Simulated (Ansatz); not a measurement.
## Two runs on Mo

System: Mo (Im-3m, 1 atom in the cell).
Method of run A: DFT with r2SCAN, PAW plane waves, no spin polarisation (Ansatz 0.2.0).

The structure derives from an entry of the Crystallography Open Database. Text and figures count atoms from 1; the logs count them from 0 in places.

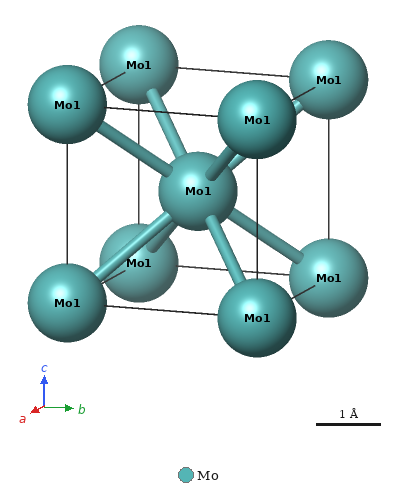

Fig. 1: The structure (ball-and-stick view of the cell 2 times as large as that of the calculation, set on its symmetry axes, seen slightly off an axis; atoms are numbered from 1 in the order of the input).

Input file, run A:
```yaml
crystal:
  lattice:
    - [-1.58932724, 1.58932724, 1.58932724]
    - [1.58932724, -1.58932724, 1.58932724]
    - [1.58932724, 1.58932724, -1.58932724]
  atoms:
    - { symbol: Mo, position: [0.0, 0.0, 0.0] }
  symmetry: { tolerance: 0.0003 }
kpoints:
  mp_grid: { grid: [8, 8, 8], shift: [0, 0, 0] }
magnetization:
  spin_polarized: false
scf:
  occupations: { method: fermi_dirac, width: 0.0238 }
hamiltonian:
  pseudopotentials: { kind: paw }
  xc: r2scan
basis:
  ecutwfc: 500
output:
  forces: true
  stress: true
  eigenvalues: true
```

Command:
```bash
ansatz run input.yaml --threads 1 --pin off --max-ram 2560MiB --backend cpu --events-out ev --progress --plain --runs-dir out
```

Hardware: 1 thread of Arm Neoverse V1, 24 GiB of memory available, shared host.

Output, shortened to warnings, some set-up lines, iterations and results (run A):
```
Basis set: ecut = 500 eV, 381 PW (Γ), exchange–correlation on 96×96×96 points (64 copies of the dense FFT grid, shifted against one another)
Symmetry: 48 space group operations
k-points: 29 of 512
Initial density: superposition of atomic densities (neutral atoms: chi_scale 0, normalization atom), corrected by the library's trained network
[...]
SCF iter   1: F=—  HF=-4967.572590 eV  |F-HF|=—  |Δ(HF+E_count)|=         —  Δρ=1.12e-2  dr2=1.83e-2  dr2_τ=2.17e-2  ethr=1.77e-3  ⟨swp⟩=5.9  Hψ=2012  notcnv=0
SCF iter   2: F=—  HF=-4967.570357 eV  |F-HF|=—  |Δ(HF+E_count)|=   2.23e-3  Δρ=3.49e-3  dr2=3.69e-4  dr2_τ=8.09e-4  ethr=1.31e-4  ⟨swp⟩=2.9  Hψ=844  notcnv=0  defer=4
SCF iter   3: F=—  HF=-4967.570663 eV  |F-HF|=—  |Δ(HF+E_count)|=   3.06e-4  Δρ=1.73e-3  dr2=9.95e-5  dr2_τ=2.35e-5  ethr=2.63e-6  ⟨swp⟩=1.2  Hψ=344  notcnv=0  defer=4
SCF iter   4: F=—  HF=-4967.570765 eV  |F-HF|=—  |Δ(HF+E_count)|=   1.02e-4  Δρ=6.76e-5  dr2=3.81e-7  dr2_τ=6.93e-8  ethr=7.10e-7  ⟨swp⟩=3.0  Hψ=540  notcnv=0  defer=4
SCF iter   5: F=-4967.570765 eV  HF=-4967.570765 eV  |F-HF|=2.27e-10  |Δ(HF+E_count)|=   4.66e-8  Δρ=9.27e-6  dr2=8.75e-9  dr2_τ=1.79e-9  ethr=2.72e-9  ⟨swp⟩=2.0  Hψ=473  …
SCF iter   6: F=-4967.570765 eV  HF=-4967.570765 eV  |F-HF|=9.73e-11  |Δ(HF+E_count)|=   2.28e-9  Δρ=1.25e-6  dr2=2.08e-10  dr2_τ=3.14e-11  ethr=6.25e-11  ⟨swp⟩=2.4  Hψ=1103  …
SCF 1 converged in 6 iterations: F = -4967.570765 eV  dr2 = 2.08e-10
SCF converged after 6 iterations
Free energy (F): -4967.570765 eV
Harris-Foulkes:  -4967.570765 eV  (|F-HF|=9.73e-11)
Internal energy: -4967.568947 eV  (E = F + TS)
E sigma→0 (E₀):  -4967.569856 eV
Entropy (-TS):   -0.001818 eV (-1.818 meV/atom)
Fermi energy:    20.289719 eV
--- Per-component energies (eV) ---
  E_band       = -76.711606
  E_kinetic    = 438.578552
  E_local      = -799.752446  (includes V_loc(G=0)·N_el)
  E_nonlocal   = 141.786701
  E_hartree    = 262.804151
  E_xc         = -178.178738
  E_vxc        = -255.735973  (∫ρ·V_xc dr)
  E_paw        = -3216.946443  (= ΣΔE_a)
  E_vpaw       = -144.120871  (= ΣTr[D̂ρ^β])
  E_aug_tail   = 0.000003  (compensation charges beyond the density's cutoff)
  E_vtau       = 16.923688  (kinetic-family band-sum trace: ∫τ·v_τ [+ j·A + Jᵃ·Aᵃ] dr)
  E_ewald      = -1615.639522
  E_core_change = -0.221204  (= ΣΔE_core)
  E_smearing   = -0.001818  (= −TS)
  E_closure    = 0.000000  (closes the sum)
  Σ components = -4967.570765   (vs F -4967.570765, Δ=0.00e0)
--- Forces (eV/Å), atoms counted from 1 ---
  atom   1  Mo    -0.00000000     0.00000000    -0.00000000
  max |Σ_I F_I| component: 4.72e-32 eV/Å
--- Stress (GPa, compression-positive) ---
       -5.581900       0.000000       0.000000
        0.000000      -5.581900      -0.000000
       -0.000000       0.000000      -5.581900
  P = ⅓ Tr σ = -5.5819 GPa (-55.819 kbar)
```

The input of run B differs as follows (lines with − go, lines with + come):
```diff
-    - { symbol: Mo, position: [0.0, 0.0, 0.0] }
+    - { symbol: Mo, position: [0.0, 0.0, 0.0], spin: 0.2 }
-  spin_polarized: false
+  spin_polarized: true
```

What does this change do to the results?

The energy is the same within 0.01 meV per atom. With spin allowed, the absolute moment of the cell comes to 0.00 μB. The SCF takes 14 iterations against 6. The two runs start from different initial densities, which also moves the count.

Output, shortened to warnings, some set-up lines, iterations and results (run B):
```
WARN: the starting moments were not kept: the SCF closed with an absolute magnetisation of 4.9e-6 μB, where they sum to 0.2 μB in size (1 site). That is at most 0.1 of that sum. Measured as dr2_m measures the in/out step, that magnetisation stands 7.0e-12 eV from none, at or under the dr2_threshold of 1.0e-7 eV: it is no larger than a step whose dr2_m would equal this threshold. The system may …
Basis set: ecut = 500 eV, 381 PW (Γ), exchange–correlation on 96×96×96 points (64 copies of the dense FFT grid, shifted against one another)
Symmetry: 48 space group operations
k-points: 29 of 512
Initial density: superposition of atomic densities (chi_scale 0.1, normalization cell)
[...]
SCF iter   1: F=—  HF=-4968.245189 eV  |F-HF|=—  |Δ(HF+E_count)|=         —  Δρ=5.49e-2 (↑5.49e-2 ↓4.76e-2)  dr2=1.73e0  dr2_τ=1.73e-2  dr2_m=5.52e-3  M=0.048 μB ∫|m|=0.048 …
SCF iter   2: F=—  HF=-4967.631798 eV  |F-HF|=—  |Δ(HF+E_count)|=   6.13e-1  Δρ=2.96e-2 (↑2.96e-2 ↓2.59e-2)  dr2=4.24e-1  dr2_τ=8.47e-3  dr2_m=1.97e-3  M=0.049 μB ∫|m|=0.049 …
SCF iter   3: F=—  HF=-4967.550392 eV  |F-HF|=—  |Δ(HF+E_count)|=   8.14e-2  Δρ=1.12e-2 (↑1.12e-2 ↓1.10e-2)  dr2=2.71e-2  dr2_τ=1.02e-3  dr2_m=1.09e-4  M=0.041 μB ∫|m|=0.041 …
SCF iter   4: F=—  HF=-4967.563370 eV  |F-HF|=—  |Δ(HF+E_count)|=         —  Δρ=6.95e-3 (↑6.95e-3 ↓6.63e-3)  dr2=8.86e-3  dr2_τ=3.63e-4  dr2_m=2.68e-4  M=0.009 μB ∫|m|=0.009 …
SCF iter   5: F=—  HF=-4967.566214 eV  |F-HF|=—  |Δ(HF+E_count)|=   2.84e-3  Δρ=5.08e-3 (↑5.08e-3 ↓4.69e-3)  dr2=4.71e-3  dr2_τ=1.68e-4  dr2_m=1.38e-4  M=0.006 μB ∫|m|=0.006 …
[... 5 lines ...]
SCF iter  11: F=—  HF=-4967.570765 eV  |F-HF|=—  |Δ(HF+E_count)|=   9.35e-7  Δρ=7.53e-6 (↑7.53e-6 ↓3.13e-6)  dr2=5.88e-9  dr2_τ=2.40e-10  dr2_m=2.96e-9  M=0.000 μB ∫|m|=0.000 …
SCF iter  12: F=—  HF=-4967.570765 eV  |F-HF|=—  |Δ(HF+E_count)|=   1.51e-8  Δρ=3.03e-6 (↑2.51e-6 ↓3.03e-6)  dr2=3.36e-10  dr2_τ=5.59e-11  dr2_m=1.02e-9  M=0.000 μB …
SCF iter  13: F=—  HF=-4967.570765 eV  |F-HF|=—  |Δ(HF+E_count)|=   9.17e-9  Δρ=9.99e-7 (↑9.99e-7 ↓9.44e-7)  dr2=2.61e-11  dr2_τ=8.69e-12  dr2_m=1.15e-10  M=0.000 μB …
SCF iter  14: F=-4967.570765 eV  HF=-4967.570765 eV  |F-HF|=4.82e-11  |Δ(HF+E_count)|=   1.34e-9  Δρ=6.10e-7 (↑6.10e-7 ↓3.87e-7)  dr2=1.48e-10  dr2_τ=2.60e-12  dr2_m=6.61e-12 …
SCF 1 converged in 14 iterations: F = -4967.570765 eV  dr2 = 1.48e-10
WARN: the starting moments were not kept: the SCF closed with an absolute magnetisation of 4.9e-6 μB, where they sum to 0.2 μB in size (1 site). That is at most 0.1 of that sum. Measured as dr2_m measures the in/out step, that magnetisation stands 7.0e-12 eV from none, at or under the dr2_threshold …
this state was not tested for a lower state beside it, because the mixer in use, unlike msr1, does not test its closes by its own steps (another_mixer; see scf.mixing.algorithm and scf.lower_state_search)
SCF converged after 14 iterations
Magnetization: 0.0000 μB (7.0000 up, 7.0000 down)
Absolute magnetization: 0.0000 μB (∫|ρ↑−ρ↓|, with the PAW one-centre terms)
Spin contamination: 0.0000 ħ² per cell (⟨S²⟩ above its minimum at these occupations)
Per-site moments (μB) at R_I (Å): [(3.807160694735725e-6, 1.1355281559324513)]
Free energy (F): -4967.570765 eV
Harris-Foulkes:  -4967.570765 eV  (|F-HF|=4.82e-11)
Internal energy: -4967.568947 eV  (E = F + TS)
E sigma→0 (E₀):  -4967.569856 eV
Entropy (-TS):   -0.001818 eV (-1.818 meV/atom)
Fermi energy:    20.289717 eV
--- Per-component energies (eV) ---
  E_band       = -76.711655
  E_kinetic    = 438.578586
  E_local      = -799.752551  (includes V_loc(G=0)·N_el)
  E_nonlocal   = 141.786731
  E_hartree    = 262.804212
[...]
```

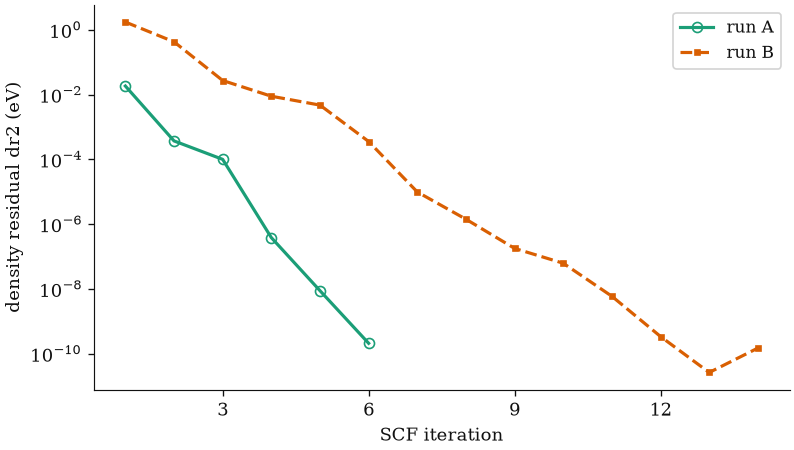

Fig. 2: Convergence of the two runs: density residual dr2 against the SCF iteration. Run A takes 6 iterations in all, and run B takes 14.

The two runs side by side:

| quantity | run A | run B |
| --- | --- | --- |
| outcome | converged | converged |
| free energy per atom (eV) | −4967.5708 | −4967.5708 |
| energy per atom, smearing taken to zero (eV) | −4967.5699 | −4967.5699 |
| pressure (GPa) | −5.58 | −5.58 |
| largest force (eV/Å) | 0.000 | 0.000 |
| SCF iterations | 6 | 14 |
| irreducible k-points | 29 | 29 |
| plane waves at Γ | 381 | 381 |
| net moment of the cell (μB) | – | 0.00 |
| absolute moment of the cell (μB) | – | 0.00 |
| wall time (shared host) | 1.4 s | 3.9 s |

For both runs: The cell is under a tension of 5.6 GPa at this level, so it is not at its equilibrium volume. For run B: Warnings: some starting moments were not kept; the state was not tested for a lower one.
